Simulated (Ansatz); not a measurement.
Here is a crystal structure:

```xyz
9
Lattice="3.1967 1.8566 0.0000 -3.1967 1.8566 0.0000 -0.1301 0.0000 28.0946" Properties=species:S:1:pos:R:3 pbc="T T T"
Na   -3.2243    1.8566    6.2433
Na    1.0499    1.8566    3.1215
Na   -1.1246    1.8566   12.4864
Na    0.0000    0.0000    0.0000
Na    1.0222    1.8566    9.3649
Na    0.9945    1.8566   15.6082
Na   -1.1523    1.8566   18.7297
Na   -1.1799    1.8566   24.9730
Na    3.0943    1.8566   21.8512
```

Q: Work out the structure from the coordinates.

A: The element is sodium. Strictly the space group is C2/m (No. 12, within 0.01 Å). It is a distorted form of a rhombohedral (trigonal R) structure, space group R-3m (No. 166) within 0.25 Å: α-samarium (9R) type. The cell holds nine atoms. The neighbours of Na are twelve Na at 3.70 to 3.79 Å. The bonds build a three-dimensional framework.

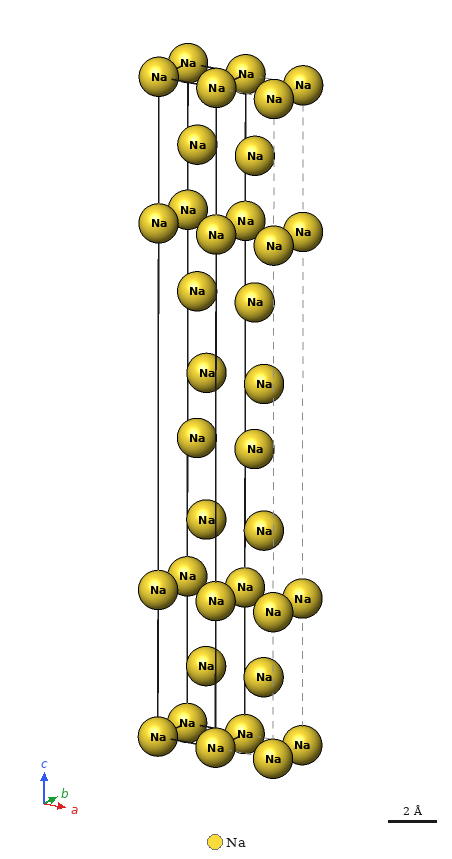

An orthographic spheres-only view of the structure, slightly off an axis. The solid frame is a single drawn cell (a repeat of the simulation cell) within a 2×1×1 block. Colours: sodium yellow.

The structure was taken from a structure listed in the Materials Project. Earlier steps of the study may have refined or changed the cell and positions. It was the input of a calculation with Ansatz.
